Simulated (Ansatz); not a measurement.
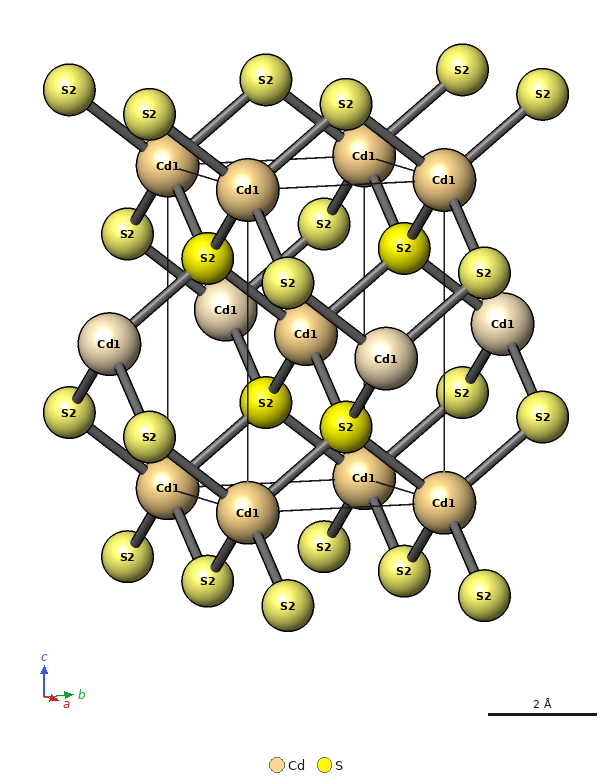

Fig. 1: The input geometry (ball-and-stick view of the cell 2 times as large as that of the calculation, set on its symmetry axes, seen slightly off an axis; neighbours outside the cell are drawn fainter; atoms are numbered from 1 in the order of the input). An atom can appear more than once, as a periodic image. Near neighbours in the periodic cell (some may lie outside the picture): Cd has 4 S at 2.49 Å; S has 4 Cd at 2.49 Å.

**Single-point calculation of CdS**

System: CdS (I-4m2, 2 atoms in the cell).
Method: DFT r2SCAN, scalar-relativistic, plane waves, PAW, no spin polarisation (Ansatz 0.2.0).

The structure derives from an entry of the Crystallography Open Database. It belongs to a series of runs on one base structure; here: strain -0.040 along x and y, +0.040 along z, atoms carried along. Figures and captions count atoms from 1; the log counts them from 0 in places.

**Input**
```yaml
crystal:
  lattice:
    - [0.0, 2.7936, 3.0264]
    - [2.7936, 0.0, 3.0264]
    - [2.7936, 2.7936, 0.0]
  atoms:
    - { symbol: Cd, position: [0.0, 0.0, 0.0] }
    - { symbol: S, position: [0.75, 0.75, 0.75] }
basis:
  ecutwfc: 500
kpoints:
  mp_grid: { grid: [8, 8, 8] }
hamiltonian:
  xc: r2scan
scf:
  occupations: { method: gaussian, width: 0.05 }
output:
  forces: true
  stress: true
  eigenvalues: true
  write_density: true
  write_potential: true
  elf: true
  volumetric_format: npy
```

Hardware: 1 thread of Oxide Virtual Turin-like (Zen 5), 32 GiB of memory available, shared host.

Run as:
```bash
ansatz run input.yaml --threads 1 --pin off --max-ram 2560MiB --backend cpu --events-out ev --progress --plain --runs-dir out
```

**Log**
```
Engine: ansatz 0.2.0, x86_64-unknown-linux-gnu
Pseudopotentials: kind: paw
Pseudopotential: Cd, paw, valence charge 20, recommended cutoff 500 eV (meta_gga), Cd.paw.azcp
Pseudopotential: S, paw, valence charge 6, recommended cutoff 500 eV (meta_gga), S.paw.azcp
Functional definition: r2SCAN
  parameter k0 = 0.174
  parameter k1 = 0.065
  parameter a1 = 4.9479
  exchange = r2scan_x(k0 = k0, k1 = k1, a1 = a1)
  correlation = r2scan_c
Crystal: 2 atoms, lattice volume = 47.237 Å³
Basis set: ecut = 500 eV, 1219 PW (Γ), exchange–correlation on 128×128×120 points (64 copies of the dense FFT grid, shifted against one another)
Bands: 17, of which v1, the nominal top of the filled ones, is band 13 counted from 1 (12 counted from 0)
Symmetry: 8 space group operations
Space group: I-4m2 (ITA 119), of the structure as read, at distance tolerance 3.6e-5 Å
k-points: 59 of 512 (time reversal used)
Non-local potential: Cd, projectors of the file, l = 0: 3, l = 1: 2, l = 2: 2, l = 3: 1
Non-local potential: S, projectors of the file, l = 0: 2, l = 1: 2, l = 2: 2
PAW form: soft (Blöchl's): semilocal exchange-correlation on the pseudo side does not see the compensation charge
PAW frozen core: Cd, regenerated for the run's functional (the file was generated under x = pbe(κ = 0.804, μ = 0.2195149727645171), c = pbe(β = 0.06672455060314922))
PAW frozen core: S, regenerated for the run's functional (the file was generated under x = pbe(κ = 0.804, μ = 0.2195149727645171), c = pbe(β = 0.06672455060314922))
PAW one-centre angular grid: Cd, 590 points (default); XC on 160 Gauss nodes
PAW one-centre angular grid: S, 302 points (default); XC on 160 Gauss nodes
Initial density: superposition of atomic densities (neutral atoms: chi_scale 0, normalization atom), corrected by the library's trained network
Initial wavefunctions: pseudopotential atomic-orbital guess
Functional: x = r2scan, c = r2scan; τ floored in thin density (d = 2e-4 eV/Å³)
SCF iter   1: F=—  HF=-9175.533435 eV  |F-HF|=—  |Δ(HF+E_count)|=         —  Δρ=6.09e-3  dr2=9.40e-3  dr2_τ=1.72e-2  ethr=1.77e-3  ⟨swp⟩=5.7  Hψ=5037  notcnv=0
preconditioner: auto → none  [insulator: Δε(μ)=1.574 eV  Ē_g=13.311 eV  σ=0.050 eV  W_gap=1.00  n_scr=14 (ndim 8)  ℏωp=22.9 eV  f_vac=0.115  D(μ)=0.00/eV (n_scr^D=0)  ε∞_Penn≈4.0]
SCF iter   2: F=—  HF=-9175.546820 eV  |F-HF|=—  |Δ(HF+E_count)|=   1.34e-2  Δρ=3.17e-3  dr2=2.00e-3  dr2_τ=4.31e-4  ethr=3.61e-5  ⟨swp⟩=2.3  Hψ=2230  notcnv=0
SCF iter   3: F=—  HF=-9175.547449 eV  |F-HF|=—  |Δ(HF+E_count)|=   6.28e-4  Δρ=1.43e-3  dr2=4.38e-4  dr2_τ=5.53e-5  ethr=7.70e-6  ⟨swp⟩=2.2  Hψ=1431  notcnv=0
SCF iter   4: F=—  HF=-9175.547632 eV  |F-HF|=—  |Δ(HF+E_count)|=   1.83e-4  Δρ=6.61e-5  dr2=1.46e-6  dr2_τ=1.89e-7  ethr=1.69e-6  ⟨swp⟩=3.0  Hψ=1810  notcnv=0
SCF iter   5: F=—  HF=-9175.547633 eV  |F-HF|=—  |Δ(HF+E_count)|=   9.01e-7  Δρ=1.85e-5  dr2=1.05e-7  dr2_τ=1.03e-8  ethr=5.61e-9  ⟨swp⟩=2.0  Hψ=1538  notcnv=0
SCF iter   6: F=-9175.547633 eV  HF=-9175.547633 eV  |F-HF|=6.80e-9  |Δ(HF+E_count)|=   5.01e-8  Δρ=5.20e-6  dr2=1.31e-8  dr2_τ=1.86e-9  ethr=3.85e-10  ⟨swp⟩=9.0  Hψ=6659  notcnv=0
SCF 1 converged in 6 iterations: F = -9175.547633 eV  dr2 = 1.31e-8
  greatest PAW one-centre occupation: 1.001 electrons in one spin orbital (limit 2), on the Cd atom at site 0 (counted from 0), in its partial waves of l = 1
```

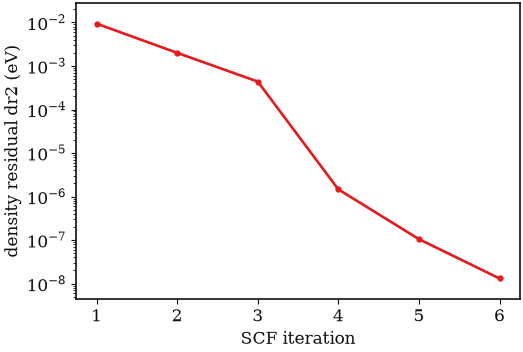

Fig. 2: Convergence of the self-consistent field: density residual dr2 against the SCF iteration. The residual falls at every step.

```
SCF converged after 6 iterations
Free energy (F): -9175.547633 eV
Harris-Foulkes:  -9175.547633 eV  (|F-HF|=6.80e-9)
Internal energy: -9175.547633 eV  (E = F + TS)
E sigma→0 (E₀):  -9175.547633 eV
Fermi energy:    8.248245 eV
--- Per-component energies (eV) ---
  E_band       = -519.024062
  E_kinetic    = 613.601274
  E_local      = -3938.182176  (includes V_loc(G=0)·N_el)
  E_nonlocal   = 63.060654
  E_hartree    = 1814.193313
  E_xc         = -260.830262
  E_vxc        = -341.433185  (∫ρ·V_xc dr)
  E_paw        = -4715.675954  (= ΣΔE_a)
  E_vpaw       = -566.213968  (= ΣTr[D̂ρ^β])
  E_aug_tail   = 0.000007  (compensation charges beyond the density's cutoff)
  E_vtau       = 21.751678  (kinetic-family band-sum trace: ∫τ·v_τ [+ j·A + Jᵃ·Aᵃ] dr)
  E_ewald      = -2751.039951
  E_core_change = -0.674537  (= ΣΔE_core)
  E_smearing   = -0.000000  (= −TS)
  E_closure    = 0.000000  (closes the sum)
  Σ components = -9175.547633   (vs F -9175.547633, Δ=0.00e0)
--- Forces (eV/Å), atoms counted from 1 ---
  atom   1  Cd     0.00000000     0.00000000     0.00000000
  atom   2  S     -0.00000000    -0.00000000     0.00000000
  max |Σ_I F_I| component: 1.39e-16 eV/Å
--- Stress (GPa, compression-positive) ---
        5.348347       0.000000      -0.000000
       -0.000000       5.348347      -0.000000
       -0.000000      -0.000000       3.972134
  P = ⅓ Tr σ = 4.8896 GPa (48.896 kbar)
--- Band table (eV; the first three rows and the last of 59) ---
  k-point 0: bands = ["-96.8220", "-56.9928", "-56.9928", "-56.9719", "-5.8143", "-0.8617", "-0.8027", "-0.8027", "-0.2723", "-0.2352", "7.1486", "7.4478", "7.4478", "9.0476", "14.4202", "14.4507", "14.4507"]
  k-point 1: bands = ["-96.8220", "-56.9930", "-56.9928", "-56.9720", "-5.7438", "-0.8278", "-0.7760", "-0.7533", "-0.2685", "-0.2400", "6.3204", "7.1184", "7.3272", "9.8566", "14.0919", "14.6525", "14.6972"]
  k-point 2: bands = ["-96.8220", "-56.9933", "-56.9929", "-56.9721", "-5.5722", "-0.7666", "-0.7160", "-0.5512", "-0.2455", "-0.2450", "4.7442", "6.7769", "7.0559", "10.6844", "13.9914", "14.9319", "15.1341"]
  k-point 58: bands = ["-96.8219", "-56.9931", "-56.9931", "-56.9727", "-5.2171", "-0.5395", "-0.4082", "-0.4082", "-0.1595", "0.1223", "2.8264", "5.5043", "5.5043", "11.3961", "12.6528", "16.7370", "19.3609"]
```

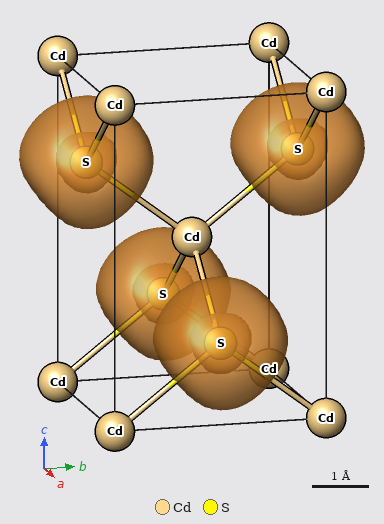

Fig. 3: Isosurface of the ELF at 0.7 (orange), seen slightly off an axis. Only the valence region is drawn (cores and ρ < 0.01 e/Å³ removed). Sticks mark near contacts. The outline is the cell set on symmetry axes. Along the contacts the grid gives the following. Cd–S (2.49 Å): the ELF is about 0.30 at the midpoint. The fields are those of the smooth PAW valence density.

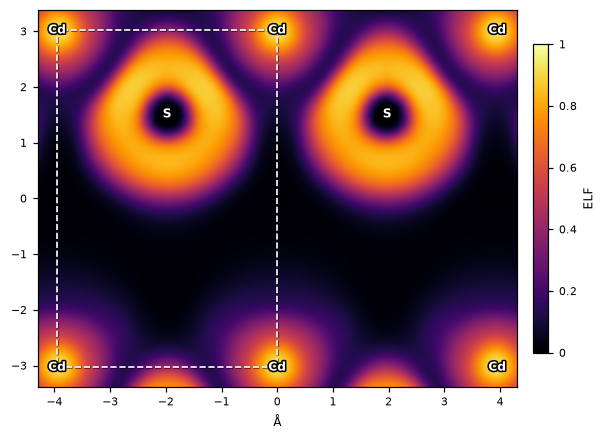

Fig. 4: Electron localisation function on the (010) plane of the conventional cell. Cd–S (2.49 Å): the ELF is about 0.30 at the midpoint. The strong features right at Cd lie inside the PAW spheres (semicore, d or f shells) and say nothing about bonding.

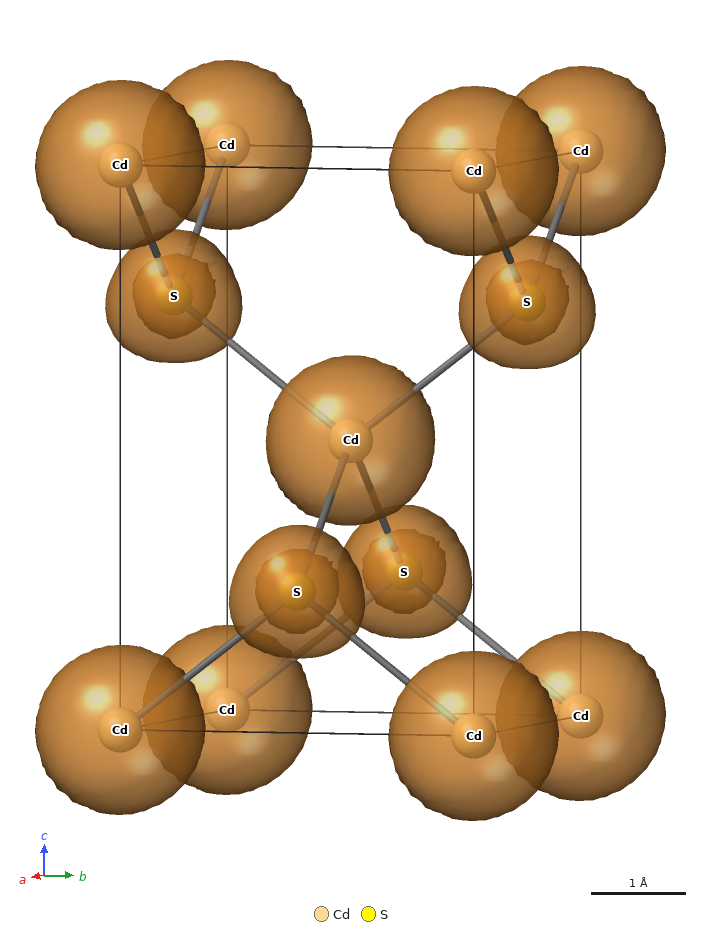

Fig. 5: Isosurface of the valence pseudo-density at 1 e/Å³ (orange), seen at an oblique angle. Sticks mark near contacts. The outline is the cell set on symmetry axes. At this value the density breaks into separate islands; it holds about 65 % of the electrons treated as valence (semicore included). It is pinched off along the Cd–S (2.49 Å) contacts. On the grid the lowest density along these lines, outside the cores, is 0.44 e/Å³ (Cd–S, 2.49 Å).

**Results in brief**

- outcome: converged
- space group (tolerance 0.01 Å): I-4m2 (119)
- electrons treated: 26
- free energy: −9175.5476 eV
- Fermi energy: 8.248 eV
- gap on the k-point mesh: 1.60 eV
- pressure: 4.89 GPa
- largest force (length of the vector): under 0.001 eV/Å
- wall time: 7.8 s
- peak memory: 0.53 GiB
